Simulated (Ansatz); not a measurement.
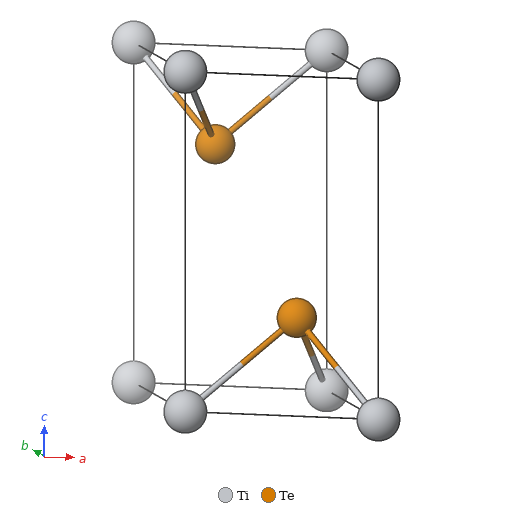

System: TiTe₂, space group P-3m1 (No. 164). The picture shows the conventional cell.

Starting cell:
```cif
data_structure
_symmetry_space_group_name_H-M 'P 1'
_symmetry_Int_Tables_number 1
_cell_length_a 3.7770
_cell_length_b 3.7770
_cell_length_c 6.4980
_cell_angle_alpha 90.000
_cell_angle_beta 90.000
_cell_angle_gamma 120.000
_cell_volume 80.28
loop_
_atom_site_label
_atom_site_type_symbol
_atom_site_fract_x
_atom_site_fract_y
_atom_site_fract_z
_atom_site_occupancy
Ti1 Ti 0.00000 0.00000 0.00000 1
Te1 Te 0.66667 0.33333 0.26280 1
Te2 Te 0.33333 0.66667 0.73720 1
```

Computed with Ansatz 0.2.0: periodic Kohn-Sham DFT of a crystal at fixed atoms, scaled to the stated factor times the given cell; pressure positive in compression, energy less spherical unpolarised free atoms. Level: PBEsol.

| setting | value |
| --- | --- |
| method | all-electron LAPW |
| relativity | scalar |
| k mesh | 13×13×7 |
| occupations | Fermi–Dirac |
| smearing width | 0.03 eV |
| basis error target | 1 (meV/atom) |
| nucleus | Gaussian |

V(given) is 26.76 Å³/atom.

Predict the energy less free atoms and pressure against V/V(given). The V/V(given) takes the values 0.94, 0.96, 0.98, 0.99, 1.00, 1.01, 1.02, 1.04, 1.06.

A third-order Birch–Murnaghan fit gives V0 = 25.83 Å³/atom, B0 = 69.2 GPa and B′ = 4.2. The energy less free atoms is −5.4616 eV/atom at V/V(given) 0.94 and −5.4201 eV/atom at 1.06; the lowest computed point is at V/V(given) 0.96 (−5.4655 eV/atom), in a single well. The pressure falls from 1.954 GPa at V/V(given) 0.94 to −5.323 GPa at 1.06, and changes sign near 0.97.

```
V/V(given)  energy less free atoms (eV/atom)  pressure (GPa)
      0.94                           -5.4616           1.954
      0.96                           -5.4655           0.397
      0.98                           -5.4644          -1.002
      0.99                           -5.4622          -1.649
      1.00                           -5.4589          -2.261
      1.01                           -5.4547          -2.843
      1.02                           -5.4494          -3.393
      1.04                           -5.4364          -4.410
      1.06                           -5.4201          -5.323
```

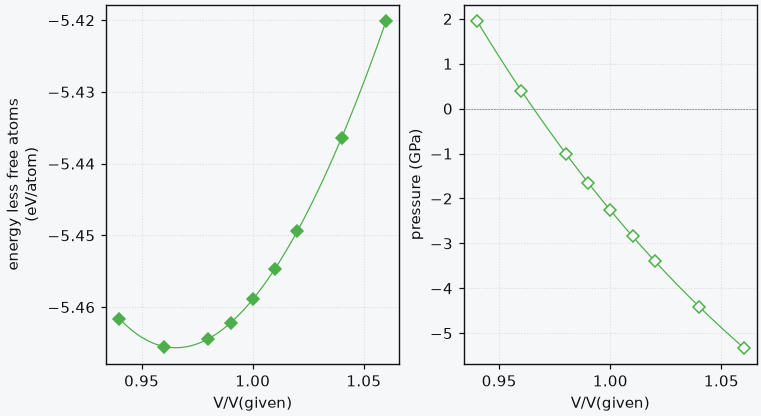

Keep in mind: no spin-orbit coupling on heavy atoms; shape and atomic fractions are frozen while scaling, which makes layered, chain and framework solids too stiff.
